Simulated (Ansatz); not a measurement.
System: Si3N4.

```cif
data_structure
_symmetry_space_group_name_H-M 'P 1'
_symmetry_Int_Tables_number 1
_cell_length_a 4.1308
_cell_length_b 4.1308
_cell_length_c 4.1308
_cell_angle_alpha 90.000
_cell_angle_beta 90.000
_cell_angle_gamma 90.000
_cell_volume 70.48
loop_
_atom_site_label
_atom_site_type_symbol
_atom_site_fract_x
_atom_site_fract_y
_atom_site_fract_z
_atom_site_occupancy
Si1 Si 0.00000 0.00000 0.50000 1
Si2 Si 0.50000 0.00000 0.00000 1
Si3 Si 0.00000 0.50000 0.00000 1
N1 N 0.23952 0.23952 0.76048 1
N2 N 0.76048 0.76048 0.76048 1
N3 N 0.23952 0.76048 0.23952 1
N4 N 0.76048 0.23952 0.23952 1
```

Space group P-43m; a generated structure, not necessarily the stable one.

The calculation used Kohn-Sham DFT of a periodic cell, PBE, Ansatz PAW in Ansatz.

Q: What can the converged valence pseudo-density and electron localisation function tell about the bonding?

A: Si–N (1.77 Å): ρ at the midpoint is about 1 e/Å³; the ELF peaks at about 0.90 between the atoms: a shared but strongly polarised pair.

Q: Metal or insulator at this level of theory?

A: It is gapped, with a Kohn–Sham gap of 2.7 eV on the k-point mesh, an upper bound to the gap of this method.

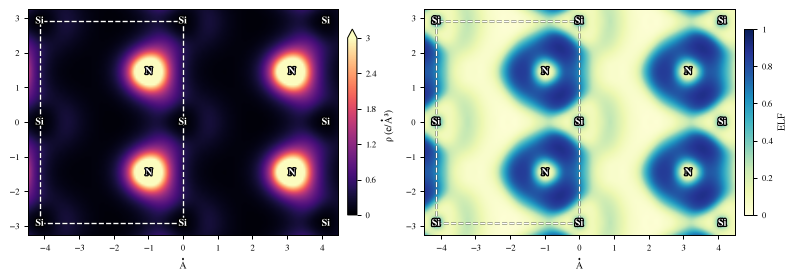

Computed valence pseudo-density and electron localisation function on the (110) plane of the conventional cell, in this order. 

Core electrons are frozen (PAW), and the valence fields are smoothed inside the atomic spheres.
